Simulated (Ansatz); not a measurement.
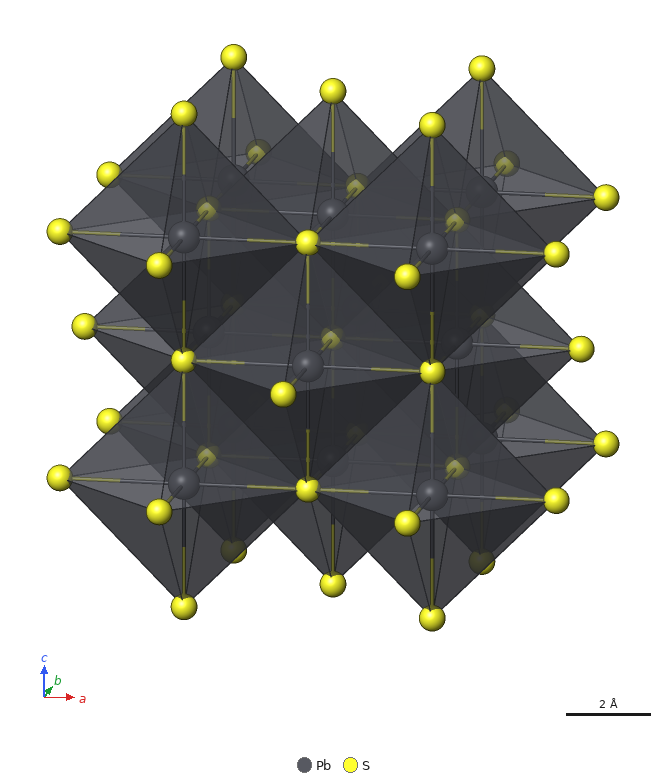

Fig. 1: The structure as given in the input (polyhedral view of the cell 4 times as large as that of the calculation, set on its symmetry axes, seen slightly off an axis; polyhedra are completed across the faces of the cell). An atom can appear more than once, as a periodic image.

## Run report: PbS, band-structure calculation

System: PbS (Fm-3m, 2 atoms in the cell).
Method: DFT, PBE, plane waves, PAW, no spin polarisation (Ansatz 0.2.0).

The structure was built on a prototype by a generator. The geometry comes from this level: r2SCAN (a point of a series of strains). It belongs to a series of runs on one base structure; here: hydrostatic strain +1.0%.

The program's output
```
scf.n_extra_bands = 4 over 10 filled bands (N_el = 20.0): the run solves 14 bands
Engine: ansatz 0.2.0, x86_64-unknown-linux-gnu
Pseudopotentials: kind: paw
Pseudopotential: Pb, paw, valence charge 14, recommended cutoff 420 eV (normal), Pb.paw.azcp
Pseudopotential: S, paw, valence charge 6, recommended cutoff 420 eV (normal), S.paw.azcp
Functional definition: PBE
  parameter kappa = 0.804
  parameter beta = 0.06672455060314922
  exchange = pbe_x(kappa = kappa, mu = beta*pi^2/3)
  correlation = pbe_c(beta = beta)
Crystal: 2 atoms, lattice volume = 54.929 Å³
Basis set: ecut = 420 eV, 1067 PW (Γ), exchange–correlation on 60×60×60 points (8 copies of the dense FFT grid, shifted against one another)
Bands: 14, of which v1, the nominal top of the filled ones, is band 10 counted from 1 (9 counted from 0)
Symmetry: 48 space group operations
Space group: Fm-3m (ITA 225), of the structure as read, at distance tolerance 3.8e-5 Å
k-points: 29 of 512
Non-local potential: Pb, projectors of the file, l = 0: 2, l = 1: 2, l = 2: 2, l = 3: 2
Non-local potential: S, projectors of the file, l = 0: 2, l = 1: 2, l = 2: 2
PAW form: soft (Blöchl's): semilocal exchange-correlation on the pseudo side does not see the compensation charge
PAW one-centre angular grid: Pb, 590 points (default); XC on 64 Gauss nodes
PAW one-centre angular grid: S, 110 points (default); XC on 64 Gauss nodes
Initial density: superposition of atomic densities (neutral atoms: chi_scale 0, normalization atom), corrected by the library's trained network
Initial wavefunctions: pseudopotential atomic-orbital guess
Functional: x = pbe(κ = 0.804, μ = 0.2195149727645171), c = pbe(β = 0.06672455060314922)
SCF iter   1: F=—  HF=-12809.571482 eV  |F-HF|=—  |Δ(HF+E_count)|=         —  Δρ=1.09e-3  dr2=1.13e-3  ethr=1.77e-3  ⟨swp⟩=6.3  Hψ=2424  notcnv=0
preconditioner: auto → none  [insulator: Δε(μ)=0.542 eV  Ē_g=15.302 eV  σ=0.020 eV  W_gap=1.00  n_scr=14 (ndim 8)  ℏωp=22.4 eV  f_vac=0.003  D(μ)=0.00/eV (n_scr^D=0)  ε∞_Penn≈3.1]
SCF iter   2: F=—  HF=-12809.570111 eV  |F-HF|=—  |Δ(HF+E_count)|=   1.37e-3  Δρ=4.83e-4  dr2=1.35e-4  ethr=5.67e-6  ⟨swp⟩=2.0  Hψ=968  notcnv=0
SCF iter   3: F=—  HF=-12809.570111 eV  |F-HF|=—  |Δ(HF+E_count)|=   1.88e-7  Δρ=1.64e-4  dr2=1.54e-5  ethr=6.76e-7  ⟨swp⟩=2.0  Hψ=634  notcnv=0
SCF iter   4: F=—  HF=-12809.570114 eV  |F-HF|=—  |Δ(HF+E_count)|=   3.13e-6  Δρ=4.83e-5  dr2=1.32e-6  ethr=7.68e-8  ⟨swp⟩=2.2  Hψ=506  notcnv=0
iter 5 did not close the SCF: its close was put off for the readings that it lacked (scf_convergence_deferred on its scf_iter line)
SCF iter   5: F=-12809.570114 eV  HF=-12809.570114 eV  |F-HF|=2.05e-9  |Δ(HF+E_count)|=   3.26e-7  Δρ=5.48e-6  dr2=1.41e-8  ethr=6.62e-9  ⟨swp⟩=2.4  Hψ=667  notcnv=0
SCF iter   6: F=-12809.570114 eV  HF=-12809.570114 eV  |F-HF|=3.04e-10  |Δ(HF+E_count)|=   5.65e-9  Δρ=8.40e-7  dr2=3.99e-10  ethr=7.03e-11  ⟨swp⟩=5.6  Hψ=2272  notcnv=0
SCF 1 converged in 6 iterations: F = -12809.570114 eV  dr2 = 3.99e-10
  greatest PAW one-centre occupation: 0.982 electrons in one spin orbital (limit 2), on the Pb atom at site 0 (counted from 0), in its partial waves of l = 2
```

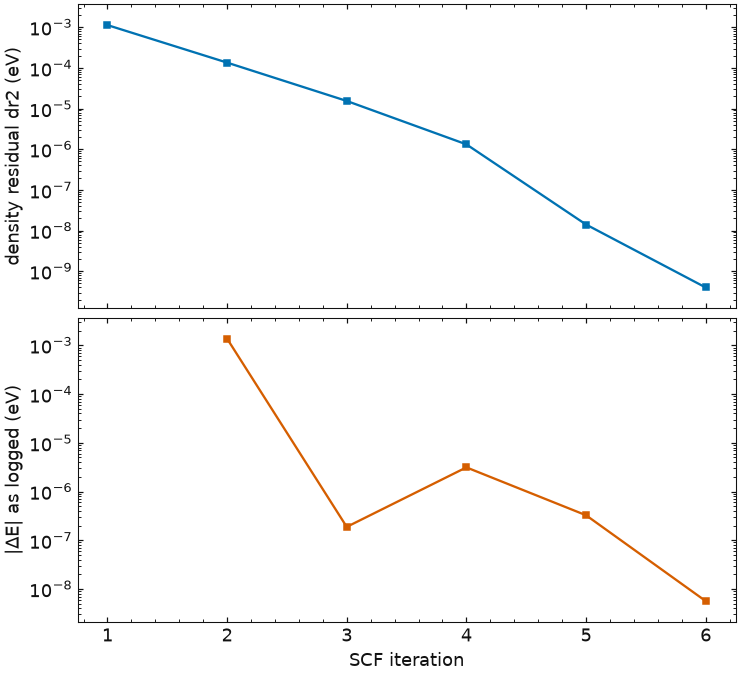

Fig. 2: Convergence of the self-consistent field: density residual dr2 and size of the energy change against the SCF iteration. The residual falls at every step.

```
NSCF: frozen V_eff on 7 k-points
SCF converged after 6 iterations
Free energy (F): -12809.570114 eV
Harris-Foulkes:  -12809.570114 eV  (|F-HF|=3.04e-10)
Internal energy: -12809.570114 eV  (E = F + TS)
E sigma→0 (E₀):  -12809.570114 eV
Entropy (-TS):   -0.000000 eV (-0.000 meV/atom)
Fermi energy:    7.880479 eV
--- Per-component energies (eV) ---
  E_band       = -67.829459
  E_kinetic    = 392.195996
  E_local      = -1259.190243  (includes V_loc(G=0)·N_el)
  E_nonlocal   = 378.422576
  E_hartree    = 487.819162
  E_xc         = -317.968539
  E_vxc        = -219.719189  (∫ρ·V_xc dr)
  E_paw        = -11003.251983  (= ΣΔE_a)
  E_vpaw       = -335.177677  (= ΣTr[D̂ρ^β])
  E_aug_tail   = 0.000049  (compensation charges beyond the density's cutoff)
  E_ewald      = -1487.597133
  E_smearing   = -0.000000  (= −TS)
  E_closure    = 0.000000  (closes the sum)
  Σ components = -12809.570114   (vs F -12809.570114, Δ=0.00e0)
--- Forces (eV/Å), atoms counted from 1 ---
  atom   1  Pb    -0.00000000     0.00000000     0.00000000
  atom   2  S      0.00000000    -0.00000000    -0.00000000
  max |Σ_I F_I| component: 4.08e-30 eV/Å
--- Stress (GPa, compression-positive) ---
       -0.653320       0.000000       0.000000
        0.000000      -0.653320      -0.000000
       -0.000000      -0.000000      -0.653320
  P = ⅓ Tr σ = -0.6533 GPa (-6.533 kbar)
--- Band table (eV; the first three rows and the last of 29) ---
  k-point 0: bands = ["-9.0971", "-9.0971", "-9.0971", "-9.0801", "-9.0801", "-5.4884", "1.5401", "5.7342", "5.7342", "5.7342", "12.7196", "12.7196", "12.7196", "14.4879"]
  k-point 1: bands = ["-9.0964", "-9.0944", "-9.0944", "-9.0809", "-9.0809", "-5.3662", "1.1639", "5.7720", "5.7720", "6.0082", "11.5914", "12.0206", "12.0206", "14.4137"]
  k-point 2: bands = ["-9.0972", "-9.0972", "-9.0950", "-9.0734", "-9.0734", "-5.0291", "0.3249", "5.8792", "5.8792", "6.5754", "10.0297", "10.8983", "10.8983", "14.5744"]
  k-point 28: bands = ["-9.1629", "-9.0833", "-9.0833", "-9.0782", "-9.0474", "-3.9818", "-0.0981", "3.6193", "3.6193", "6.7405", "9.8752", "12.2991", "12.2991", "15.7292"]
```

File bands.tsv
```
# k_distance	band_0	band_1	band_2	band_3	band_4	band_5	band_6	band_7	band_8	band_9	band_10	band_11	band_12	band_13
# fermi_ev = 7.880479
# lock_threshold_ev = 1e-6
# [0, 0, 0] at k_distance = 0.000000
# [0.5, 0, 0.5] at k_distance = 1.041261
# [0.625, 0.25, 0.625] at k_distance = 1.409402
# [0.375, 0.375, 0.75] at k_distance = 2.047041
# [0.5, 0.5, 0.5] at k_distance = 2.684680
# [0.5, 0.25, 0.75] at k_distance = 3.420963
# [0, 0, 0.5] at k_distance = 4.157245
# levels_relative_to = fermi_ev
# free_energy_ev = -12809.570114
# largest_residual_norms_ev = 1.560e-4 1.055e-3 1.042e-3 1.477e-4 1.146e-3 5.861e-4 6.564e-4 1.234e-3 1.448e-3 1.437e-3 2.125e-3 1.302e-3 1.412e-3 2.069e-3
0.000000	-16.977613	-16.977613	-16.977613	-16.960535	-16.960535	-13.368896	-6.340337	-2.146245	-2.146245	-2.146245	4.839130	4.839130	4.839130	6.607453
1.041261	-17.077533	-16.997938	-16.939410	-16.927854	-16.927854	-11.902827	-7.342837	-4.987069	-3.336246	-3.336246	3.852876	5.179029	5.267162	5.267162
1.409402	-17.047046	-16.979524	-16.954199	-16.941638	-16.934533	-11.903349	-8.002340	-4.593246	-2.868445	-2.502205	3.100038	3.838367	4.730550	6.027779
2.047041	-17.047046	-16.979524	-16.954199	-16.941638	-16.934533	-11.903349	-8.002340	-4.593246	-2.868445	-2.502205	3.100038	3.838367	4.730550	6.027779
2.684680	-16.988375	-16.988375	-16.973964	-16.936514	-16.936514	-12.252424	-8.775091	-1.792816	-1.792816	-0.266589	0.266589	1.842176	1.842176	8.374761
3.420963	-17.043378	-16.963774	-16.963774	-16.958660	-16.927839	-11.862298	-7.978543	-4.261215	-4.261215	-1.140024	1.994711	4.418639	4.418639	7.848711
4.157245	-16.988375	-16.988375	-16.973964	-16.936514	-16.936514	-12.252424	-8.775091	-1.792816	-1.792816	-0.266589	0.266589	1.842176	1.842176	8.374761
```

File v_z.tsv
```
# z_ang	v_es[eV]	v_tot[eV]
# format = ansatz-planar-average/11
# xc	pbe
# density_cutoff_ev	1680
# datasets	Pb=:simpson_from_first_knot:soft	S=:simpson_from_first_knot:soft
# lattice	0.000000000	3.017105003	3.017105003
# lattice	3.017105003	0.000000000	3.017105003
# lattice	3.017105003	3.017105003	0.000000000
# sites	2
# site	82	0.000000000	0.000000000	0.000000000
# site	16	3.017105003	3.017105003	3.017105003
0.000000	9.972589e-1	-9.297035e0
0.142228	1.060850e0	-9.195048e0
0.284455	1.270555e0	-8.868937e0
0.426683	1.677058e0	-8.275542e0
0.568911	2.335479e0	-7.380077e0
0.711138	3.274600e0	-6.187490e0
0.853366	4.440951e0	-4.800678e0
0.995594	5.637074e0	-3.453790e0
1.137822	6.487051e0	-2.527382e0
1.280049	6.672784e0	-2.322211e0
1.422277	6.266416e0	-2.750733e0
1.564505	5.686842e0	-3.407429e0
1.706732	5.247449e0	-3.988369e0
1.848960	4.993419e0	-4.405234e0
1.991188	4.878088e0	-4.641893e0
2.133415	4.844960e0	-4.718709e0
2.275643	4.878088e0	-4.641893e0
2.417871	4.993419e0	-4.405234e0
2.560098	5.247449e0	-3.988369e0
2.702326	5.686842e0	-3.407429e0
2.844554	6.266416e0	-2.750733e0
2.986782	6.672784e0	-2.322211e0
3.129009	6.487051e0	-2.527382e0
3.271237	5.637074e0	-3.453790e0
3.413465	4.440951e0	-4.800678e0
3.555692	3.274600e0	-6.187490e0
3.697920	2.335479e0	-7.380077e0
3.840148	1.677058e0	-8.275542e0
3.982375	1.270555e0	-8.868937e0
4.124603	1.060850e0	-9.195048e0
```

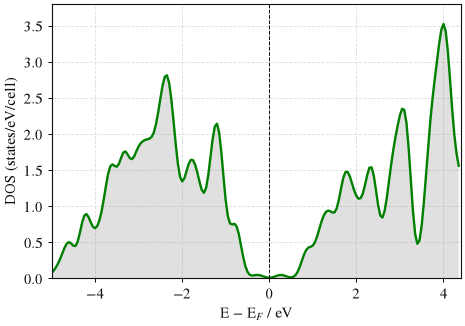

Fig. 3: Density of states (the curve is built from the levels of the k mesh with Gaussians 0.3 eV wide, which also blur the band edges), with energies from the Fermi level. Small ripples come from the finite k-point mesh.

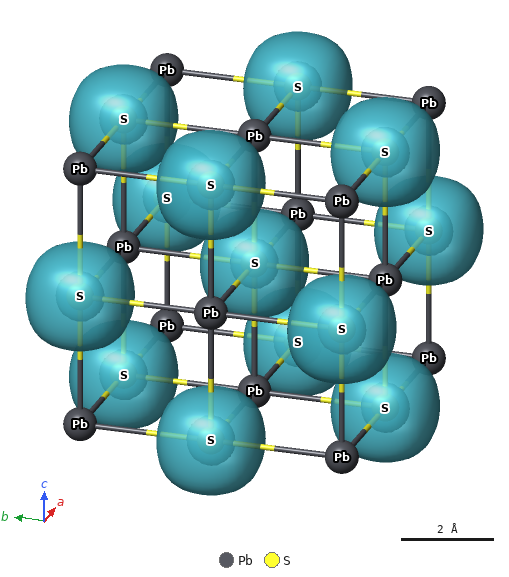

Fig. 4: Isosurface of the electron localisation function at 0.7 (cyan), seen at an oblique angle. Only the valence region is drawn (cores and ρ < 0.01 e/Å³ removed). Sticks mark near contacts. The outline is the cell set on symmetry axes. Along the contacts the grid gives the following. Pb–S (3.02 Å): the ELF peaks at about 0.85 in the valence shell of S, 0.8 Å from its nucleus, and drops to about 0.20 between the two atoms. The fields are those of the smooth PAW valence density.

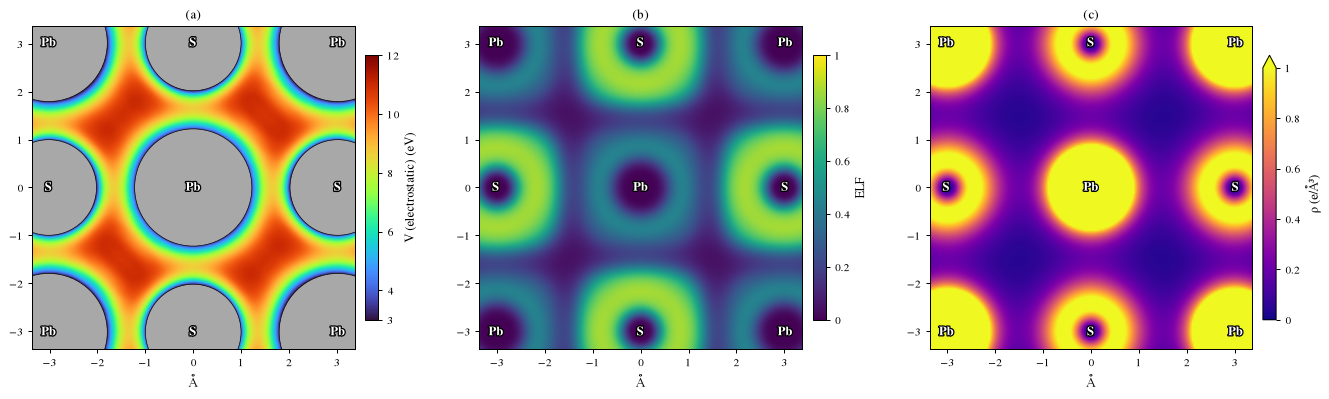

Fig. 5: (a) electrostatic potential energy of an electron; (b) electron localisation function; (c) valence charge density (pseudo) on the (100) plane of the conventional cell. Grey discs, where drawn, cover atomic cores. Atoms in the plane: Pb and S. Pb–S (3.02 Å): the density is about 0.2 e/Å³ at the midpoint; the ELF peaks at about 0.85 in the valence shell of S, 0.8 Å from its nucleus, and drops to about 0.20 between the two atoms. Away from the nuclei the density in this plane falls to 0.04 e/Å³ at its lowest. Outside the cores the potential energy rises away from the atoms and is highest about 1.7 Å from the nearest atoms; outside the discs it spans about 8 eV, and its zero is arbitrary.

This output came from the following input.

The input
```yaml
crystal:
  lattice:
    - [0.0, 3.017105003, 3.017105003]
    - [3.017105003, 0.0, 3.017105003]
    - [3.017105003, 3.017105003, 0.0]
  atoms:
    - { symbol: Pb, position: [0.0, 0.0, 0.0] }
    - { symbol: S, position: [0.5, 0.5, 0.5] }
kpoints:
  mp_grid: { grid: [8, 8, 8] }
  band_path:
    path:
      - [0.0, 0.0, 0.0]
      - [0.5, 0.0, 0.5]
      - [0.625, 0.25, 0.625]
      - [0.375, 0.375, 0.75]
      - [0.5, 0.5, 0.5]
      - [0.5, 0.25, 0.75]
      - [0.0, 0.0, 0.5]
    npoints: 1
hamiltonian:
  xc: pbe
scf:
  occupations: { method: fermi_dirac, width: 0.02 }
  n_extra_bands: 4
output:
  forces: true
  stress: true
  eigenvalues: true
  write_density: true
  write_potential: true
  elf: true
  volumetric_format: npy
```

Command:
```bash
ansatz run input.yaml --threads 2 --pin off --max-ram 29491MiB --backend cpu --events-out ev --progress --plain --runs-dir out
```

Key numbers

```tsv
quantity	value
outcome	converged
space group (tolerance 0.01 Å)	Fm-3m (225)
electrons treated	20
free energy	−12809.5701 eV
Fermi energy	7.880 eV
band gap	0.53 eV
pressure	−0.65 GPa
largest force (length of the vector)	under 0.001 eV/Å
hardware	2 threads of AMD EPYC (Zen 3), 1656 GiB of memory available, shared host
wall time	1.1 s (CPU time 1.8 s)
peak memory	0.46 GiB
```

Notes

Spin–orbit coupling is left out, which matters for Pb.
